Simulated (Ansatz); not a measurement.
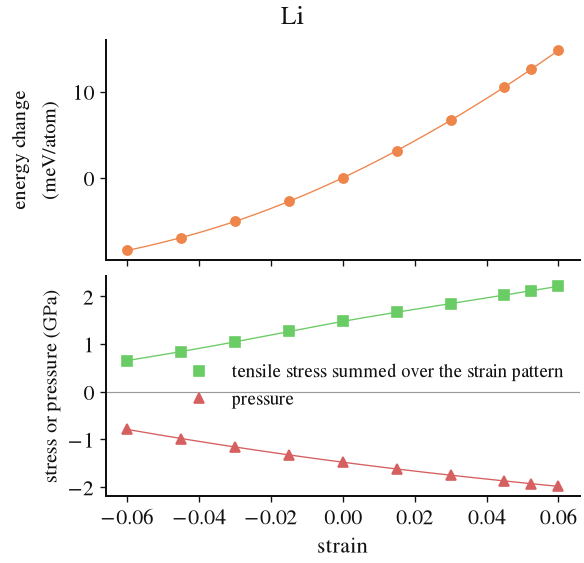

Method: homogeneous strain of a crystal along one Voigt pattern with engineering shear, fractional coordinates fixed, by plane-wave density functional theory with PAW datasets, free energies less that of the undisturbed cell, pressure positive in compression; scalar-relativistic (Ansatz 0.2.0). Level: LDA, no spin polarisation.

```tsv
setting	value
wave cutoff	420 eV
k mesh	18×18×18
occupations	Gaussian
smearing width	0.15 eV
k shift	(0, 0, 0) (mesh steps)
start	as given
strain pattern	(0, 0, 1, 0, 0, 0) (xx yy zz yz xz xy with engineering shear)
```

Starting cell:
```xyz
1
Lattice="0.0000 2.2020 2.2020 2.2020 0.0000 2.2020 2.2020 2.2020 0.0000" Properties=species:S:1:pos:R:3 pbc="T T T"
Li    0.0000    0.0000    0.0000
```

Caption: Energy change, tensile stress summed over the strain pattern and pressure against strain for Li, space group Fm-3m (No. 225).

The energy falls towards negative values, so the start isn't a stationary minimum along this path. The energy change rises from −8.44 meV/atom at strain −0.0600 to 14.78 meV/atom at 0.0600. The tensile stress summed over the strain pattern rises from 0.656 GPa at strain −0.0600 to 2.212 GPa at 0.0600. The pressure falls from −0.789 GPa at strain −0.0600 to −1.983 GPa at 0.0600. The slope of stress against strain at the start, which at zero pressure is the clamped-ion constant C33, is 13.5 GPa.

Note: reference crystal is not relaxed.
